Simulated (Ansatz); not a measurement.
# How much does Sn in Nb(100), 2x2 scatter?, part 3 of 3

Wanted: the reflection from a plane of defects, Sn in Nb(100), 2x2, and the resistivity it implies.

Ansatz 0.2.0; Ansatz plane-wave DFT, PBE, PAW files; ballistic transport by layer matching (Landauer), zero bias; PAW set soft_1 (the session's first sound run).

So far, resistivity per at.% scaled from this dense plane, with the factor 3/4 for isotropic scattering (µΩ cm): step 3 (resistance at ideal sites) 4.60.

**5. Transmission after relaxation, relaxed yes**

The transmission is solved again on the relaxed atoms.

This step: Ansatz plane-wave DFT, PBE, PAW files; ballistic transport by layer matching (Landauer), zero bias; PAW set soft_1 (Ansatz 0.2.0).

The input, input.yaml:

```yaml
crystal:
  lattice:
    - [6.6126, 0.0, 0.0]
    - [0.0, 6.6126, 0.0]
    - [0.0, 0.0, 29.7567]
  atoms:
    - { symbol: Nb, position: [0.0, 0.0, 0.0277777778] }
    - { symbol: Nb, position: [0.0, 0.5, 0.0277777778] }
    - { symbol: Nb, position: [0.5, 0.0, 0.0277777778] }
    - { symbol: Nb, position: [0.5, 0.5, 0.0277777778] }
    - { symbol: Nb, position: [0.25, 0.25, 0.0833333333] }
    - { symbol: Nb, position: [0.25, 0.75, 0.0833333333] }
    - { symbol: Nb, position: [0.75, 0.25, 0.0833333333] }
    - { symbol: Nb, position: [0.75, 0.75, 0.0833333333] }
    - { symbol: Nb, position: [0.0, 0.0, 0.1388888889] }
    - { symbol: Nb, position: [0.0, 0.5, 0.1388888889] }
    - { symbol: Nb, position: [0.5, 0.0, 0.1388888889] }
    - { symbol: Nb, position: [0.5, 0.5, 0.1388888889] }
    - { symbol: Nb, position: [0.25, 0.25, 0.1944444444] }
    - { symbol: Nb, position: [0.25, 0.75, 0.1944444444] }
    - { symbol: Nb, position: [0.75, 0.25, 0.1944444444] }
    - { symbol: Nb, position: [0.75, 0.75, 0.1944444444] }
    - { symbol: Nb, position: [0.0, 0.0, 0.25] }
    - { symbol: Nb, position: [0.0, 0.5, 0.25] }
    - { symbol: Nb, position: [0.5, 0.0, 0.25] }
    - { symbol: Nb, position: [0.5, 0.5, 0.25] }
    - { symbol: Nb, position: [0.25, 0.25, 0.3049122222] }
    - { symbol: Nb, position: [0.25, 0.75, 0.3054232974] }
    - { symbol: Nb, position: [0.75, 0.25, 0.3054232974] }
    - { symbol: Nb, position: [0.75, 0.75, 0.3049609724] }
    - { symbol: Nb, position: [0.0011760532, 0.0011760532, 0.3609957726] }
    - { symbol: Nb, position: [0.0011760532, 0.4988239468, 0.3609957726] }
    - { symbol: Nb, position: [0.4988239468, 0.0011760532, 0.3609957726] }
    - { symbol: Nb, position: [0.4988239468, 0.4988239468, 0.3609957726] }
    - { symbol: Nb, position: [0.25, 0.25, 0.417320705] }
    - { symbol: Nb, position: [0.25, 0.75, 0.4164436476] }
    - { symbol: Nb, position: [0.75, 0.25, 0.4164436476] }
    - { symbol: Nb, position: [0.75, 0.75, 0.4135620487] }
    - { symbol: Nb, position: [-0.0066327742, -0.0066327742, 0.4709912142] }
    - { symbol: Nb, position: [-0.0066327742, 0.5066327742, 0.4709912142] }
    - { symbol: Nb, position: [0.5066327742, -0.0066327742, 0.4709912142] }
    - { symbol: Nb, position: [0.5066327742, 0.5066327742, 0.4709912142] }
    - { symbol: Sn, position: [0.25, 0.25, 0.5276275216] }
    - { symbol: Nb, position: [0.25, 0.75, 0.5276171551] }
    - { symbol: Nb, position: [0.75, 0.25, 0.5276171551] }
    - { symbol: Nb, position: [0.75, 0.75, 0.5276527101] }
    - { symbol: Nb, position: [-0.0066158855, -0.0066158855, 0.5842599637] }
    - { symbol: Nb, position: [-0.0066158855, 0.5066158855, 0.5842599637] }
    - { symbol: Nb, position: [0.5066158855, -0.0066158855, 0.5842599637] }
    - { symbol: Nb, position: [0.5066158855, 0.5066158855, 0.5842599637] }
    - { symbol: Nb, position: [0.25, 0.25, 0.6379379368] }
    - { symbol: Nb, position: [0.25, 0.75, 0.6388275472] }
    - { symbol: Nb, position: [0.75, 0.25, 0.6388275472] }
    - { symbol: Nb, position: [0.75, 0.75, 0.6417248237] }
    - { symbol: Nb, position: [0.0012121049, 0.0012121049, 0.6942871619] }
    - { symbol: Nb, position: [0.0012121049, 0.4987878951, 0.6942871619] }
    - { symbol: Nb, position: [0.4987878951, 0.0012121049, 0.6942871619] }
    - { symbol: Nb, position: [0.4987878951, 0.4987878951, 0.6942871619] }
    - { symbol: Nb, position: [0.25, 0.25, 0.75] }
    - { symbol: Nb, position: [0.25, 0.75, 0.75] }
    - { symbol: Nb, position: [0.75, 0.25, 0.75] }
    - { symbol: Nb, position: [0.75, 0.75, 0.75] }
    - { symbol: Nb, position: [0.0, 0.0, 0.8055555556] }
    - { symbol: Nb, position: [0.0, 0.5, 0.8055555556] }
    - { symbol: Nb, position: [0.5, 0.0, 0.8055555556] }
    - { symbol: Nb, position: [0.5, 0.5, 0.8055555556] }
    - { symbol: Nb, position: [0.25, 0.25, 0.8611111111] }
    - { symbol: Nb, position: [0.25, 0.75, 0.8611111111] }
    - { symbol: Nb, position: [0.75, 0.25, 0.8611111111] }
    - { symbol: Nb, position: [0.75, 0.75, 0.8611111111] }
    - { symbol: Nb, position: [0.0, 0.0, 0.9166666667] }
    - { symbol: Nb, position: [0.0, 0.5, 0.9166666667] }
    - { symbol: Nb, position: [0.5, 0.0, 0.9166666667] }
    - { symbol: Nb, position: [0.5, 0.5, 0.9166666667] }
    - { symbol: Nb, position: [0.25, 0.25, 0.9722222222] }
    - { symbol: Nb, position: [0.25, 0.75, 0.9722222222] }
    - { symbol: Nb, position: [0.75, 0.25, 0.9722222222] }
    - { symbol: Nb, position: [0.75, 0.75, 0.9722222222] }
kpoints:
  mp_grid: { grid: [4, 4, 1] }
hamiltonian:
  xc: pbe
  pseudopotentials: { kind: paw, azcp: { folder: soft_1 } }
scf:
  occupations: { method: fermi_dirac, width: 0.1 }
output:
  transmission: { leads: [[0, 4]], kmesh: [8, 8], e_range: [-0.05, 0.05], de: 0.05 }
  write_potential: true
  write_density: true
  volumetric_format: npy
```

The run is started by

```
> ansatz run input.yaml --threads 4 --pin off --max-ram 15360MiB --backend cpu --events-out ev --progress --plain --runs-dir out
```

Numbers of over 12 decimals in the logs are rounded to 6 here.

What it wrote:

```text
[...]
Crystal: 72 atoms, lattice volume = 1301.156 Å³
Basis set: ecut = 420 eV, 25467 PW (Γ)
Bands: 563, of which v1, the nominal top of the filled ones, is band 469 counted from 1 (468 counted from 0)
Symmetry: 8 space group operations
[...]
k-points: 6 of 16
[...]
SCF iter   1: F=—  HF=-329318.002772 eV  |F-HF|=—  |Δ(HF+E_count)|=         —  Δρ=1.02e-1  dr2=8.29e3  ethr=3.10e-3  ⟨swp⟩=7.0  Hψ=14290  notcnv=0
[...]
SCF iter  11: F=-329240.879479 eV  HF=-329240.879479 eV  |F-HF|=3.77e-8  |Δ(HF+E_count)|=   1.39e-8  Δρ=6.93e-7  dr2=4.07e-8  ethr=1.07e-11  ⟨swp⟩=11.3  Hψ=14218  notcnv=0
SCF 1 converged in 11 iterations: F = -329240.879479 eV  dr2 = 4.07e-8
[...]
transmission: 90 of 825 steps passed
transmission: 165 of 825 steps passed
[...]
transmission: 825 of 825 steps passed
SCF converged after 11 iterations
Free energy (F): -329240.879479 eV
[...]
Internal energy: -329237.579943 eV  (E = F + TS)
E sigma→0 (E₀):  -329239.229711 eV
Entropy (-TS):   -3.299536 eV (-45.827 meV/atom)
Fermi energy:    17.753989 eV
[...]
--- Band table (eV; the first three rows and the last of 6) ---
  k-point 0: bands = [... 465 lower, 18.1725, 18.2015, 18.2831, 18.2831, 18.3743, 18.4166, 18.4268, 18.4268, ... 90 higher]
  k-point 1: bands = [... 465 lower, 18.0206, 18.0333, 18.0507, 18.0610, 18.0646, 18.0669, 18.0923, 18.1571, ... 90 higher]
  k-point 2: bands = [... 465 lower, 17.6757, 17.6860, 17.6946, 17.6964, 17.7018, 17.7113, 17.7137, 17.7283, ... 90 higher]
  k-point 5: bands = [... 465 lower, 17.1473, 17.1490, 17.1616, 17.1616, 17.2186, 17.2186, 17.2227, 17.2227, ... 90 higher]
--- Transmission ---
  basis      : 385 plane waves across, 55 finite elements along
  points     : 15, standing for a mesh of 8 x 8
[...]
channels       : 1.060938e1 a spin
[...]
junction   : crystal 0 to crystal 0, 0.70 to 28.80 Å
    transmission   : 6.727459e0 a spin
[...]
```

It took 15 min on 4 threads of Arm Neoverse V1, shared host; peak memory 9.3 GiB.

Numbers from this step:

```yaml
free_energy: -329240.8795 eV
energy_at_zero_smearing: -329239.2297 eV
transmission_per_spin_nearest_the_fermi_level: 6.727
step_of_the_lead_s_potential: 2.4 meV
```

Per spin. Table of transmission, zone mean by energy, zero at the Fermi level:

| energy (eV) | transmission, zone mean |
| --- | --- |
| -0.0500 | 7.11 |
| 0.0000 | 6.73 |
| 0.0500 | 6.48 |

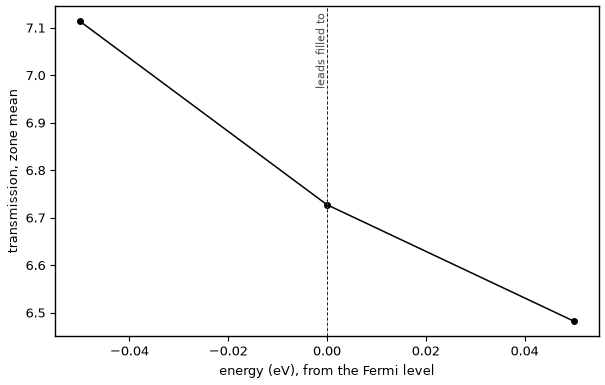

Transmission, zone mean, plotted against energy.

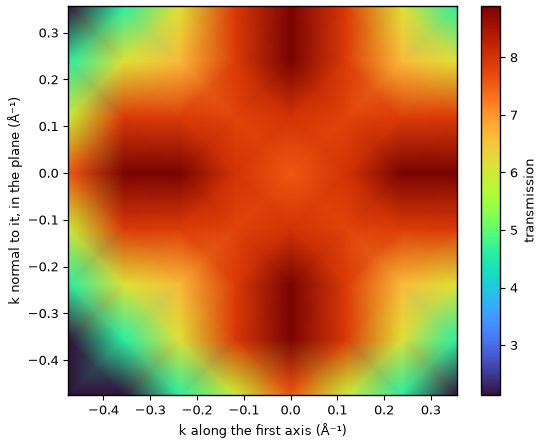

Transmission over k1 and k2. At 0.0000 eV from the Fermi level.

Over the solved energies the transmission per spin lies between 6.48 and 7.11, out of 10.7 channels of the lead on average (up to 11.4).

**6. Resistance after relaxation**

This step: Ansatz plane-wave DFT, PBE, PAW files; ballistic transport by layer matching (Landauer), zero bias; area resistance of the defect plane and resistivity an atomic per cent; PAW set soft_1 (Ansatz 0.2.0).

Numbers from this step:

```yaml
area_resistance: 0.3073 fΩ m²
t_over_the_leads_mean_channel_count: 0.6311
resistivity_per_at_scaled_from_this_dense_plane_with_the_factor_3_over_4_for_isotropic_scattering: 5.577 µΩ cm
```

Averaged over the energies near the Fermi level, 63.1 % of the channels pass, which makes 0.307 fΩ m², against 0.253 on ideal sites.

**7. What came out**

| Item | Value |
| --- | --- |
| share of channels that pass, rigid | 0.675 |
| area resistance, rigid | 0.253 fΩ m² |
| resistivity per at.% from the area resistance, times 3/4, rigid | 4.60 µΩ cm |
| share of channels that pass, relaxed | 0.631 |
| area resistance, relaxed | 0.307 fΩ m² |
| resistivity per at.% from the area resistance, times 3/4, relaxed | 5.58 µΩ cm |

What this shows: The plane of defects adds 0.31 fΩ m². Scaled to one atomic per cent that is 7.4 µΩ cm as it stands and 5.6 with the factor 3/4 for isotropic scattering on a spherical Fermi surface; with the reflection in place of the resistance taken as linear in the density it would be 3.5. These are rough estimates of the dilute value, not bounds. One Sn in each 2x2 cell reflects 37 % of the lead's channels. The relaxed cell differs by 21 % in resistance; between the two runs the lead's own channel count goes from 10.7 to 10.7, so the change comes from the moved atoms. The defects form a dense periodic sheet that scatters coherently, unlike a dilute random alloy. T and N are means over the solved energies nearest the Fermi level.

[Logs are printed without paths, hosts, clocks, repeated set-up lines and the standing remarks that a program may print on its own settings, such as how far it seeks lower states.]

[Hosts, paths, dates, database ids (printed as entryN), source tags and the programs' standing remarks are cut or masked in the printed files.]
